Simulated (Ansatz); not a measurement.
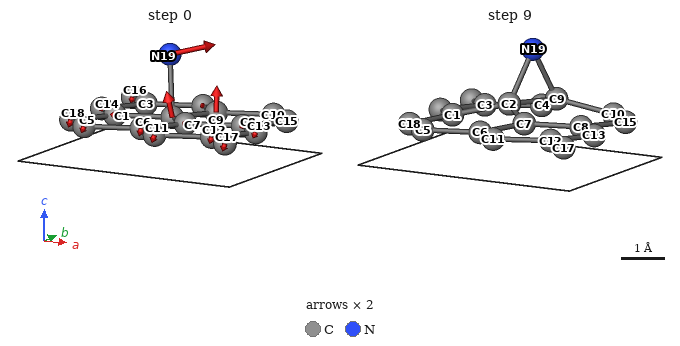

The structure of a slab of composition C₁₈N before (left) and after (right) a relaxation, at one scale. The red arrows give the displacements, magnified 2 times.

The picture is a ball-and-stick view of the cell of the calculation, outlined in the plane, without the vacuum (origin shifted), seen slightly off an axis.

It is N on graphene monolayer, set down by a guess. The run prepares an end point of a later path (adatom hop) calculation, from a guessed geometry.

These are results of DFT PBE, scalar-relativistic, plane waves, PAW (Ansatz), not measurements.

Input
```yaml
crystal:
  lattice:
    - [7.398, 0.0, 0.0]
    - [-3.699, 6.406856, 0.0]
    - [0.0, 0.0, 12.0]
  atoms:
    - { symbol: C, position: [0.0, 0.0, 0.0833333] }
    - { symbol: C, position: [0.2222222, 0.1111111, 0.0833333] }
    - { symbol: C, position: [0.0, 0.3333333, 0.0833333] }
    - { symbol: C, position: [0.2222222, 0.4444444, 0.0833333] }
    - { symbol: C, position: [0.0, 0.6666667, 0.0833333] }
    - { symbol: C, position: [0.2222222, 0.7777778, 0.0833333] }
    - { symbol: C, position: [0.3333333, 0.0, 0.0833333] }
    - { symbol: C, position: [0.5555556, 0.1111111, 0.0833333] }
    - { symbol: C, position: [0.3333333, 0.3333333, 0.0833333] }
    - { symbol: C, position: [0.5555556, 0.4444444, 0.0833333] }
    - { symbol: C, position: [0.3333333, 0.6666667, 0.0833333] }
    - { symbol: C, position: [0.5555556, 0.7777778, 0.0833333] }
    - { symbol: C, position: [0.6666667, 0.0, 0.0833333] }
    - { symbol: C, position: [0.8888889, 0.1111111, 0.0833333] }
    - { symbol: C, position: [0.6666667, 0.3333333, 0.0833333] }
    - { symbol: C, position: [0.8888889, 0.4444444, 0.0833333] }
    - { symbol: C, position: [0.6666667, 0.6666667, 0.0833333] }
    - { symbol: C, position: [0.8888889, 0.7777778, 0.0833333] }
    - { symbol: "N", position: [0.1977544, 0.1429886, 0.205], spin: 1.0 }
magnetization:
  spin_polarized: true
basis:
  ecutwfc: 420.0
kpoints:
  mp_grid: { grid: [2, 2, 1] }
hamiltonian:
  xc: pbe
scf:
  occupations: { method: gaussian, width: 0.05 }
  lower_state_search: "off"
relax:
  f_tol: 0.03
  max_steps: 60
  adjacent_minimum: "off"
```

Launched with:
```bash
ansatz run input.yaml --threads 2 --pin off --max-ram 5120MiB --backend cpu --events-out ev --progress --plain --runs-dir out
```

Question: Describe what moved and what it gained.

Answer: The energy falls by 1.447 eV per cell of the calculation in 8 accepted moves (9 points after the start). Largest force component: 2 eV/Å at the start, 0.024 eV/Å at the end. 1 step only repeated the SCF at the same geometry. N19 moves most relative to the layer's centre: 0.57 Å at 79° to the normal (+c side). By element the largest moves are N 0.57 Å, C 0.33 Å. The cell stays as it was. Some distances before and after: C1–N19 1.960 → 2.466 Å, C9–N19 1.926 → 1.458 Å, C2–C9 1.424 → 1.527 Å, C2–N19 1.504 → 1.458 Å. New bonds form, among them: C9–N19 (1.93 → 1.46 Å). Bond angles that change, for instance: C1–C2–N19 84.0° → 115.2°, C9–C2–N19 82.2° → 58.4°, C7–C2–N19 103.9° → 115.2°. Cost: 65 s on 2 threads of AMD EPYC 7B13 (Zen 3), with other jobs on the host, peak memory 0.98 GiB.

Limits of the set-up: the k-point mesh is coarse for a cell with partly filled bands; the periodic images lie only 7.4 Å apart, so the values are limited by the cell's size.
